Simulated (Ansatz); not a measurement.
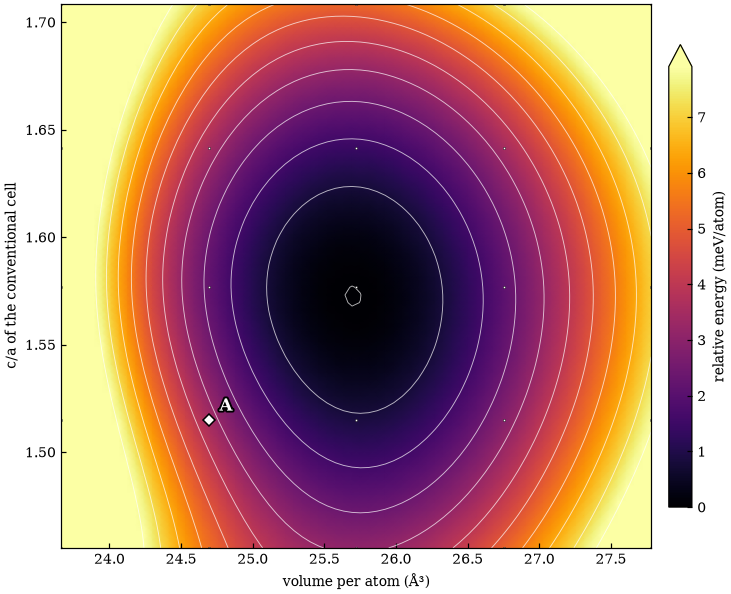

Hg (P6_3/mmc, No. 194; 2 atoms in the cell). 
- The energy is mapped over volume and the cell's shape.
- The first coordinate is: volume per atom; the second: c/a of the conventional cell.
- Nothing is relaxed (symmetry fixes all fractional coordinates).
- The grid has 5 × 5 points.
- Points are written as (first, second).
- Energies are in meV/atom, from the lowest grid point.
- Computed with Ansatz 0.2.0, DFT PBE+D3(BJ), scalar-relativistic, plane waves, PAW. Settings: cutoff 420 eV, k-mesh 18×18×10 in the order of the run's cell vectors, gaussian smearing 0.15 eV, no spin polarisation.

In the figure: a smooth colour map with a few white contour lines, dots at the grid points, one colour for all values above the top of the scale, the point A. Between grid points the surface is interpolated.

Q: Is A at rest? If not, where is it pushed?

A: A, at (24.69 Å³, 1.515), is not a stationary point. The computed force is 5.3 meV/atom for each Å³ towards larger values of volume per atom and 32 meV/atom for each unit towards larger values of c/a of the conventional cell.
